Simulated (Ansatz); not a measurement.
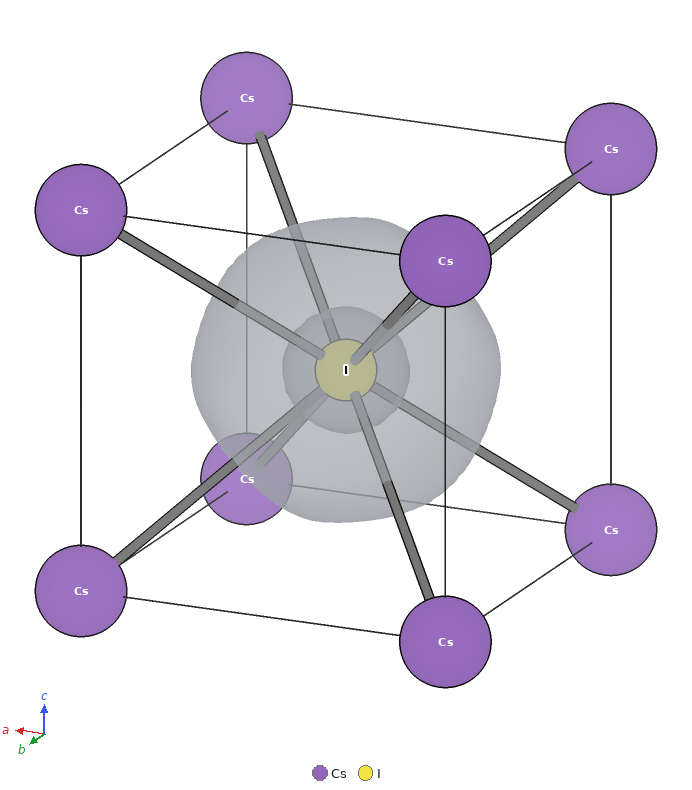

Figure 1: CsI. Isosurface of the ELF at 0.55 (grey), seen at an oblique angle. Only the valence region is drawn (cores and ρ < 0.01 e/Å³ removed). Sticks mark near contacts.

Space group Pm-3m.

Theory: Ansatz, Kohn-Sham DFT of a periodic cell, PBE0, Ansatz PAW.

```cif
data_structure
_symmetry_space_group_name_H-M 'P 1'
_symmetry_Int_Tables_number 1
_cell_length_a 4.5667
_cell_length_b 4.5667
_cell_length_c 4.5667
_cell_angle_alpha 90.000
_cell_angle_beta 90.000
_cell_angle_gamma 90.000
_cell_volume 95.24
loop_
_atom_site_label
_atom_site_type_symbol
_atom_site_fract_x
_atom_site_fract_y
_atom_site_fract_z
_atom_site_occupancy
Cs1 Cs 0.00000 0.00000 0.00000 1
I1 I 0.50000 0.50000 0.50000 1
```

Identify the bonds, lone pairs and shells in this picture.

Answer. At this value the surface marks out one region wrapped around I (its valence shell), counted in one cell of 2 atoms. Any copies at cell faces, edges or corners count once. Along the contacts the grid gives the following. Cs–I (3.95 Å): the ELF peaks at about 0.80 in the valence shell of I, 1.3 Å from its nucleus, and drops to about 0.05 between the two atoms; a largely ionic contact.

Does the calculation make it a metal, or give it a gap?

Answer. It is gapped, with a Kohn–Sham gap of 5.7 eV on the k-point mesh (the band edges may lie off the mesh, which would make the gap smaller).
